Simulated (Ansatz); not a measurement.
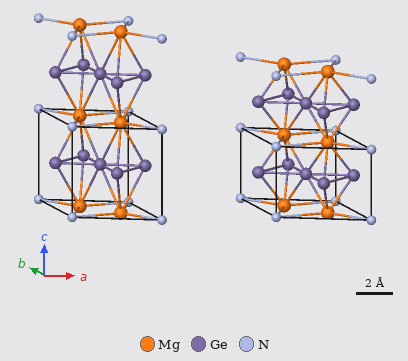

Two geometries of crystalline Mg2Ge3N (a generated structure, set up in P6/mmm) (coarse preliminary run), drawn at one scale. One is the start of a relaxation, the other its converged end. The picture is a ball-and-stick view of the cell of the calculation, repeated 1 × 1 × 2 with one cell outlined, seen slightly off an axis.

Theory: Ansatz 0.2.0, DFT PBE, scalar-relativistic, plane waves, PAW. (plane-wave cutoff 420 eV; k-point mesh 6 × 6 × 4; occupations gaussian; smearing width 0.1 eV; no spin polarisation; cell and atoms relaxed; force threshold 0.04 eV/Å; at most 70 steps)

**Which of the two is the end point?**

The left one is the relaxed one. The energy falls by 1.484 eV per cell of the calculation in 7 accepted moves (9 points after the start). All forces vanish by symmetry, so only the cell relaxes. Pressure: 12.11 GPa at the start and −0.22 GPa at the end. The SCF was repeated twice at an unchanged geometry on a basis and grid sized afresh for the cell, which shifted the energy by 89.3 meV per cell of the calculation at most. No atom moves by more than 0.005 Å relative to the cell. Cell: a = b 5.405 → 5.098 Å (−5.7 %), c 4.059 → 5.208 Å (+28.3 %). Volume +14.1 %. Among the contacts that change: Ge–Mg 2.560 → 2.991 Å, Mg–N 3.121 → 2.943 Å, Ge–Ge 2.703 → 2.549 Å. Bond angles that change, for instance: Ge–Mg–Ge 104.9° → 121.1°, Ge–Mg–Ge 144.5° → 151.5°. The space group stays P6/mmm (No. 191).

Limits of the set-up: the k-point mesh is coarse for a cell with partly filled bands.
